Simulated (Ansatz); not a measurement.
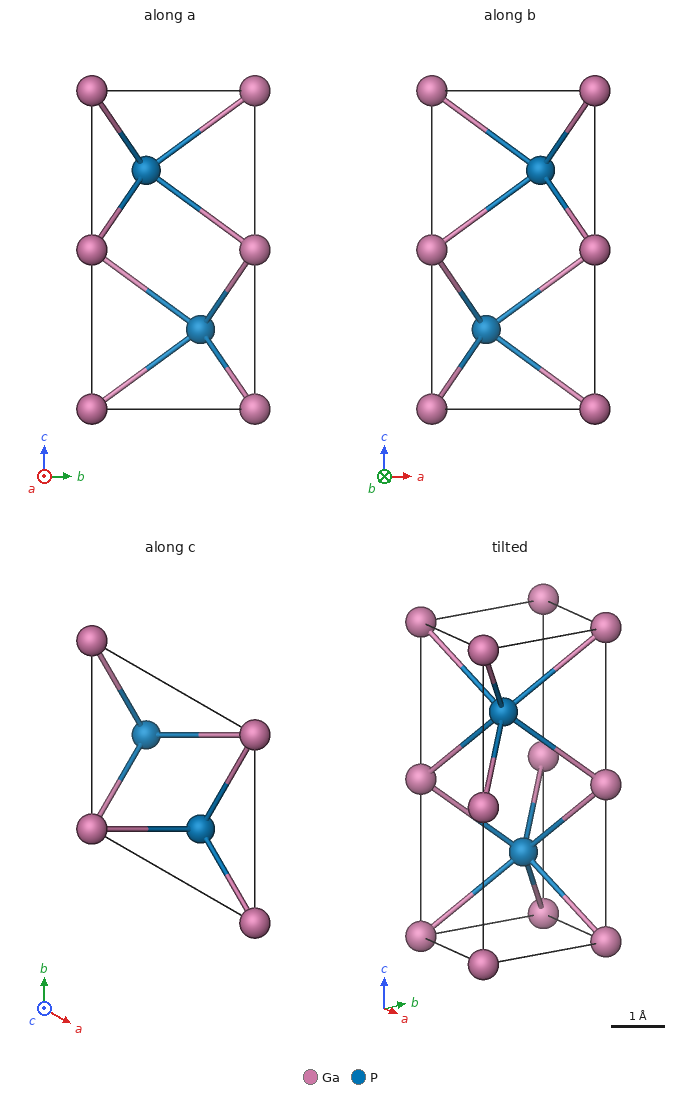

The figure gives a ball-and-stick picture of the atoms, viewed along the a axis, along the b axis, along the c axis and slightly off an axis. One conventional unit cell is outlined, and atoms on its boundary appear in each equivalent place.

Lattice parameters: a = 3.619 Å, b = 3.619 Å, c = 6.120 Å, α = 90.00°, β = 90.00°, γ = 120.00°.

### Convert the drawing into a table of Wyckoff sites.

Space group P6_3/mmc (No. 194).
```csv
atom,site,x,y,z
Ga,2a,0.0000,0.0000,0.0000
P,2c,0.3333,0.6667,0.2500
```

Starting structure: a structure type filled with these elements by a generator (whether the compound takes this form wasn't checked). This is the structure after a relaxation with DFT PBE, scalar-relativistic, plane waves, PAW (Ansatz 0.2.0).
